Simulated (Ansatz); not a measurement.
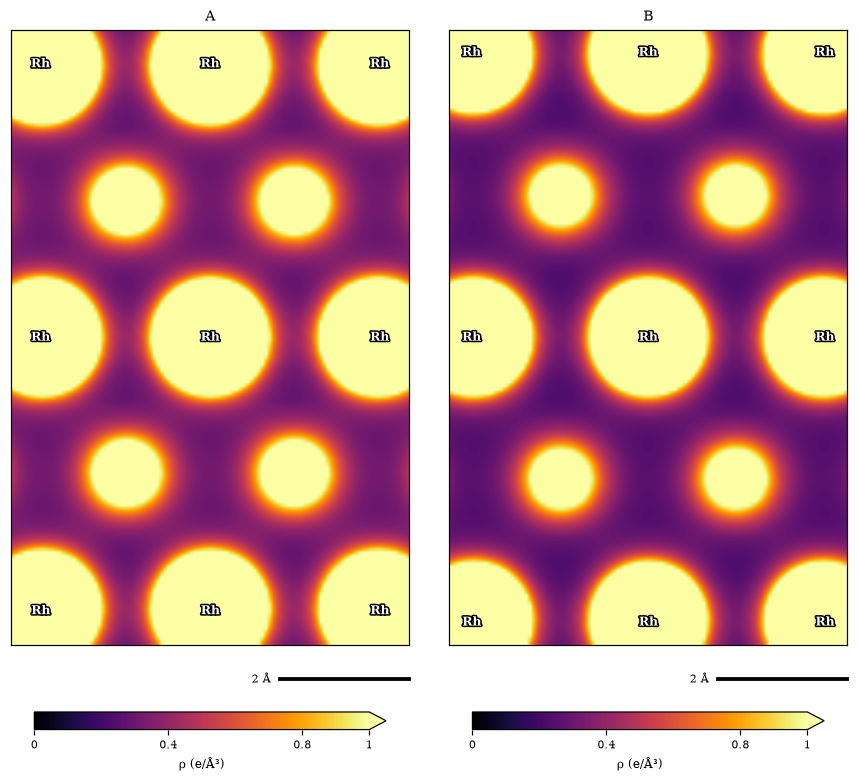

Rh. The valence electron density of two cells that differ in size, on the (101̄) plane of each (indices in the axes of the calculation cell), at one length scale and on one colour scale; one has 12.7 and the other 14.3 Å³ an atom.

Level of theory: Ansatz 0.2.0, DFT, r2SCAN, plane waves (500 eV) with PAW, scalar-relativistic.

In a PAW calculation such maps are meaningful between the atoms, not at the nuclei.

Which is the denser cell? Describe the effect of the change.

Panel A is the smaller cell, by 12 % in volume. From the larger cell to the smaller, Rh–Rh goes from 2.74 to 2.63 Å, and the density at its midpoint from 0.34 to 0.42 e/Å³; the pressure goes from −10 to 29 GPa.
